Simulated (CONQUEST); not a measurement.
**Energy of SiC along an even scaling of the cell**

System: SiC (P6₃mc, 8 atoms in the cell).
Method: Kohn-Sham DFT of a periodic cell, PBEsol, PseudoDojo NC PBEsol, no spin polarisation (CONQUEST 1.3).

The 7 runs differ only in the geometry, by an even scaling of the cell at fixed fractional positions. The structure derives from an entry of the Crystallography Open Database.

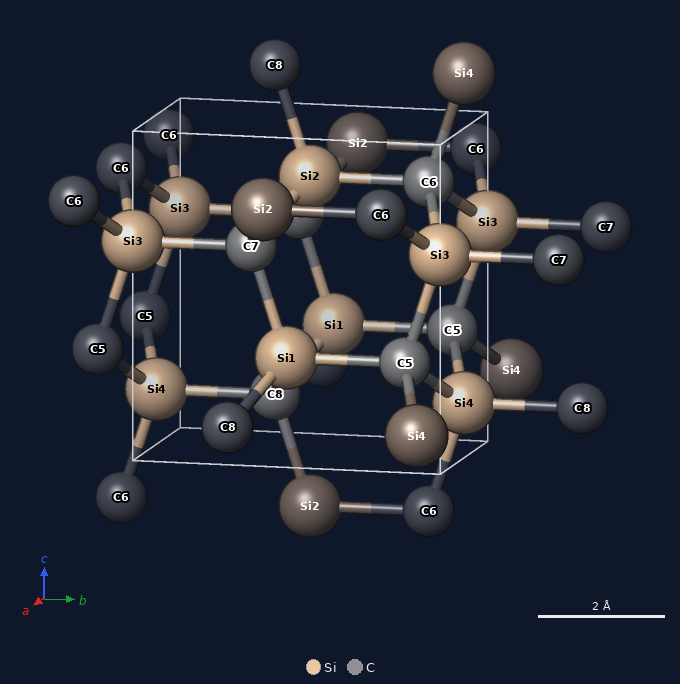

Figure 1. The structure of run 4 (ball-and-stick view of the cell of the calculation, seen slightly off an axis; neighbours outside the cell are drawn fainter; atoms are numbered from 1 in the order of the input).

## Input of run 4
```
IO.Title SiC
IO.Coordinates coords.dat
IO.FractionalAtomicCoords T
IO.Iprint 2
IO.Iprint_init 1
General.NumberOfSpecies 2
General.PseudopotentialType hamann
AtomMove.TypeOfRun static
AtomMove.FullStress T
Grid.PointsAlongX 32
Grid.PointsAlongY 48
Grid.PointsAlongZ 60
DM.SolutionMethod diagon
Diag.MPMesh T
Diag.GammaCentred T
Diag.MPMeshX 7
Diag.MPMeshY 5
Diag.MPMeshZ 4
Diag.kT 0.00183747
minE.SCTolerance 1e-6
SC.MaxIters 100
IO.AtomChargeOutput T
%block ChemicalSpeciesLabel
1 28.090 Si
2 12.010 C
%endblock
```

Command:
```bash
Conquest
```

Lattice vectors (Å) and fractional positions of run 4:
```
   3.076000    0.000000    0.000000
   0.000000    5.048000    0.000000
   0.000000    0.000000    5.327788
Si  0.000000  0.500000  0.333333
Si  0.500000  0.500000  0.833333
Si  0.000000  0.000000  0.666667
Si  0.500000  0.000000  0.166667
C   0.000000  0.885000  0.333333
C   0.500000  0.885000  0.833333
C   0.000000  0.385000  0.666667
C   0.500000  0.385000  0.166667
```

Run 2 has the same physical settings and fractional positions; its lattice vectors (Å) are:
```
   3.034427    0.000000    0.000000
   0.000000    4.979775    0.000000
   0.000000    0.000000    5.255782
```

## Results, with one run withheld

| run | volume per atom (Å³) | free energy per atom, from the lowest run given (meV) | pressure (GPa) | gap on the mesh (eV) |
| --- | --- | --- | --- | --- |
| 1 | 9.721 | 42.21 | 18.82 | 2.07 |
| 2 | 9.927 | ? | ? | ? |
| 3 | 10.134 | 8.01 | 7.85 | 2.14 |
| 4 | 10.341 | 1.03 | 3.14 | 2.18 |
| 5 | 10.548 | 0.00 | −1.34 | 2.21 |
| 6 | 10.755 | 4.03 | −4.93 | 2.25 |
| 7 | 10.961 | 12.81 | −8.63 | 2.28 |

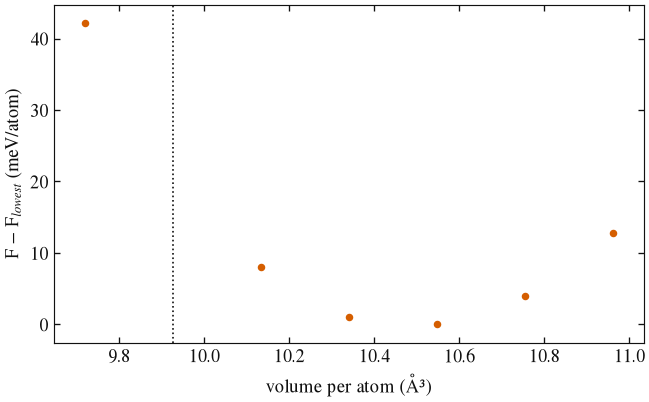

Figure 2. Free energy per atom of the runs given; the dotted line marks run 2.

Fit the runs given and predict run 2.

A cubic polynomial in V^(−2/3) (the Birch–Murnaghan form), fitted to the 6 runs given, misses them by at most 0.05 meV per atom. With x = V^(−2/3) − 0.20993 Å⁻², it reads F = 0.21289 + 852.36 x + 3.5971e+05 x² + 6.0337e+05 x³ (meV per atom). At run 2 it gives 21.50 meV per atom, and the run itself gives 21.58. The slope of the fit gives a pressure −dF/dV of 13.18 GPa there, and the run prints 13.25 GPa. The two needn't agree exactly: the fit is approximate, and the printed stress is taken on a finite basis. The fit has its minimum at 10.485 Å³ per atom, where V d²F/dV² gives 212 GPa. Cell shape and fractional positions are held, so this is the stiffness under even scaling; the relaxed bulk modulus wasn't computed. The gap on the mesh goes, without turning, from 2.07 eV in run 1 to 2.28 eV in run 7; run 2 has 2.11 eV. These are gaps of this functional on this mesh, which can miss the band edges; they aren't the measured gap.

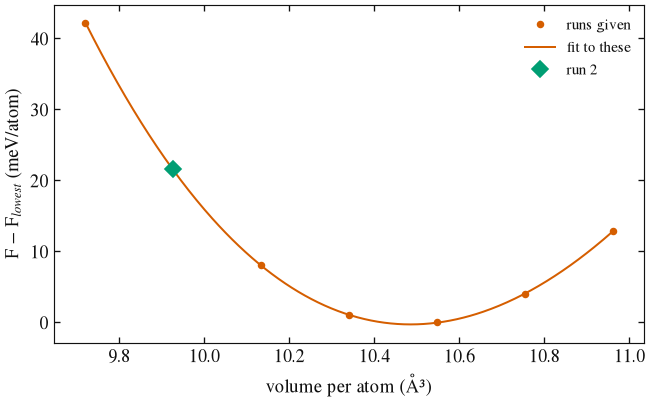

Figure 3. The fit and the withheld run.

## Some lines of the output (run 2)
```
[...]
      Using Fermi-Dirac smearing
          DFT Total Energy                 :       -40.628980746660943 Ha
          DFT Total Energy                 :       -40.951792307154882 Ha
          DFT Total Energy                 :       -40.960994450873280 Ha
          DFT Total Energy                 :       -40.961069832276507 Ha
          DFT Total Energy                 :       -40.961072599115980 Ha
          DFT Total Energy                 :       -40.961073030575406 Ha
          DFT Total Energy                 :       -40.961073038519331 Ha
      |* DFT total energy        =       -40.961073038519331 Ha
    force: Average pressure:     13.24671844 GPa
```

Notes: With a small basis of atomic orbitals these values can differ much from converged plane-wave results.
